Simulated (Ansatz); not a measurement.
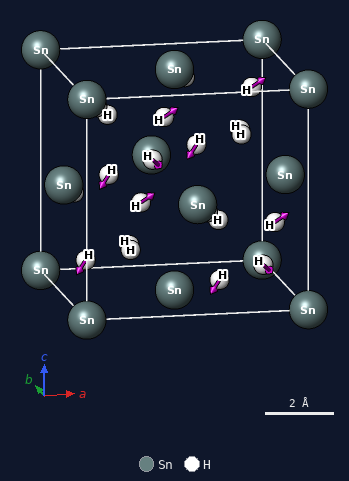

This is a relaxation of a crystal of SnH5 (a generated structure, set up in F-43m) (coarse preliminary run). The starting structure is drawn; purple arrows show the displacements (the part carried along by the change of the cell is left out), magnified 2 times.

Style: ball-and-stick. Shown: the conventional cell (4 times the calculation's cell), slightly off an axis. Lengths and directions refer to the drawn axes.

Method: Ansatz, DFT PBE, scalar-relativistic, plane waves, PAW.

Input file:
```yaml
crystal:
  lattice:
    - [0.0, 3.3456449, 3.3456449]
    - [3.3456449, 0.0, 3.3456449]
    - [3.3456449, 3.3456449, 0.0]
  atoms:
    - { symbol: Sn, position: [0.0, 0.0, 0.0] }
    - { symbol: H, position: [0.75, 0.75, 0.75] }
    - { symbol: H, position: [0.375, 0.375, 0.875] }
    - { symbol: H, position: [0.375, 0.875, 0.375] }
    - { symbol: H, position: [0.875, 0.375, 0.375] }
    - { symbol: H, position: [0.375, 0.375, 0.375] }
basis:
  ecutwfc: 420
kpoints:
  mp_grid: { grid: [4, 4, 4] }
hamiltonian:
  xc: pbe
scf:
  occupations: { method: gaussian, width: 0.1 }
  lower_state_search: "off"
output:
  forces: true
  stress: true
  eigenvalues: true
relax:
  adjacent_minimum: "off"
  f_tol: 0.04
  max_steps: 70
  cell: { stress_tol: 0.4 }
```

Run as
```bash
ansatz run input.yaml --threads 1 --pin off --max-ram 2560MiB --backend cpu --events-out ev --progress --plain --runs-dir out
```

**Describe the change and its energy.**

The energy falls by 2.643 eV per cell of the calculation in 7 accepted moves (8 points after the start). Largest force component: 0.0071 eV/Å at the start, 0.0042 eV/Å at the end. The pressure goes from −12.77 to −0.31 GPa. The SCF was repeated once at an unchanged geometry on a basis and grid sized afresh for the cell, which shifted the energy by 10.9 meV per cell of the calculation at most. The largest moves relative to the cell, 0.32 Å, are those of H3, H4, H5 and H6. H5 goes along [1 1 −1]. Sn stays in place. Cell: a = b = c 6.691 → 5.509 Å (−17.7 %). Volume −44.2 %. Some distances before and after: Sn1–H2 2.897 → 2.385 Å, Sn1–H3 2.774 → 2.359 Å. The space group stays F-43m (No. 216). The run took 8.7 s on 1 thread of Arm Neoverse V2 (shared host), peak memory 0.3 GiB.
